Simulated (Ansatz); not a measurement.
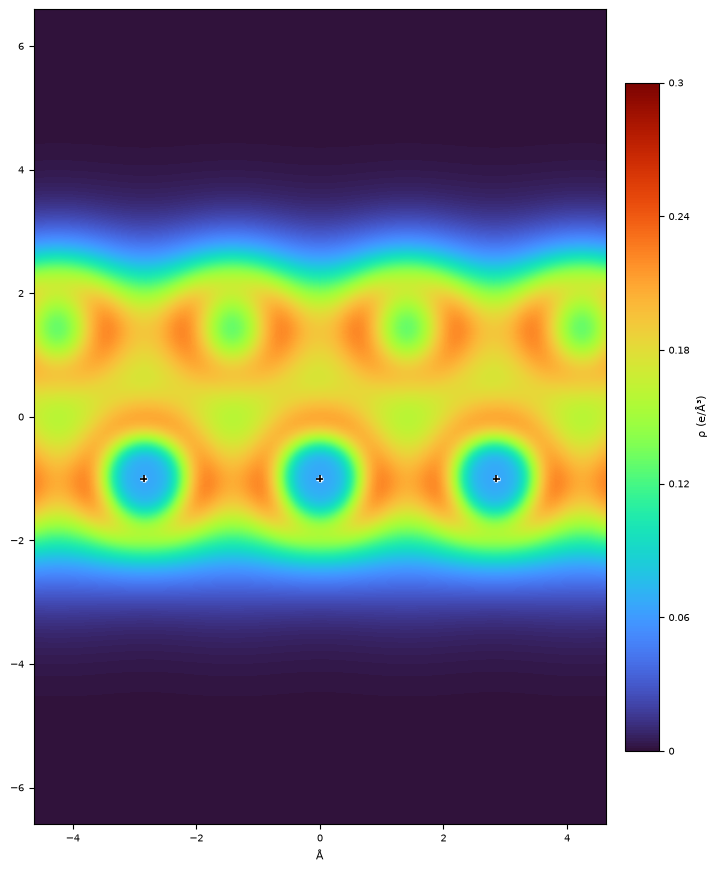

The valence charge density (pseudo) on a plane through atoms (crosses mark nuclei in the plane).

Computed with DFT PBE, scalar-relativistic, plane waves, PAW (Ansatz 0.2.0).

Candidates:
A. Al9O (slab), a = 2.85 Å, b = 9.81 Å, c = 20.29 Å, α = 90.00°, β = 90.00°, γ = 98.37°. Not relaxed (largest force 1.1 eV/Å); computed without spin polarisation.
B. Ni, a = 3.21 Å, b = 3.47 Å, c = 3.87 Å, α = 90.00°, β = 90.00°, γ = 90.00°. Space group Fmmm; changed on purpose from its base cell (strain +e along x and -e along y -0.0367, strain +e along z and -e/2 along x and y +0.1000); computed pressure about 4 GPa in this cell; spin-polarised.
C. Al (slab), a = 2.85 Å, b = 9.81 Å, c = 20.29 Å, α = 90.00°, β = 90.00°, γ = 98.37°. Computed without spin polarisation.

Which candidate gave the map?

Candidate C: Al on the (010) plane of the calculation cell, a cut from vacuum to vacuum, which holds Al. Al–Al (2.85 Å): the density is about 0.21 e/Å³ at the midpoint. Al–Al (2.85 Å): the density is about 0.21 e/Å³ at the midpoint.
